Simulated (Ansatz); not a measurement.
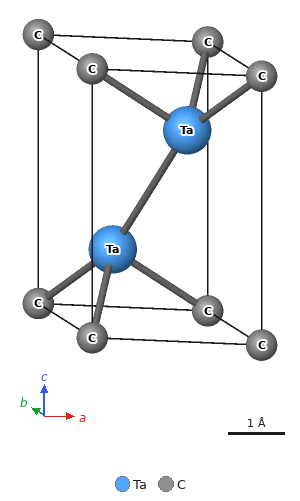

Normal modes of crystalline Ta2C, space group P-3m1 (No. 164), at the zone centre. Style: ball-and-stick. Shown: the cell of the calculation, slightly off an axis.

Level of theory: DFT PBEsol, scalar-relativistic, plane waves, PAW in Ansatz. Settings: plane-wave cutoff 420 eV; k-point mesh 18 × 18 × 8; occupations fermi dirac; smearing width 0.15 eV; no spin polarisation.

The frequencies depend somewhat on the k-mesh and the smearing.

List the optical modes.

Answer. The calculation's cell holds 3 atoms, so there are 6 optical modes, in 4 levels. The optical modes span E_g + A₁g + A₂u + E_u. No level is unstable.

```tsv
level	symmetry	frequency (cm⁻¹)	activity
1	E_g	129	Raman-active
2	A₁g	217	Raman-active
3	A₂u	647	infrared-active
4	E_u	666	infrared-active
```

The crystal is a metal, so free carriers screen the infrared response.

The modes drawn as arrows (one member of each degenerate set):

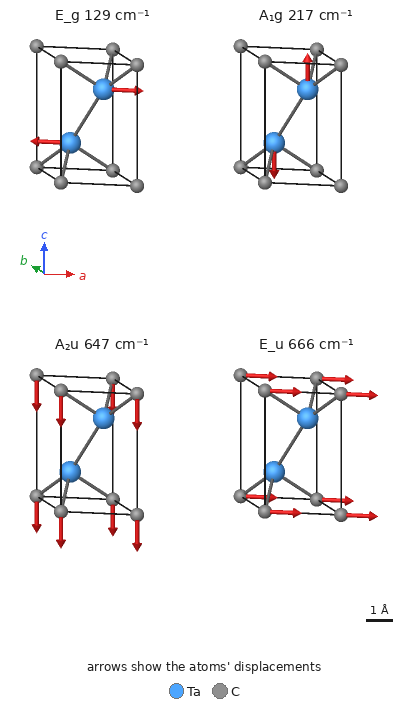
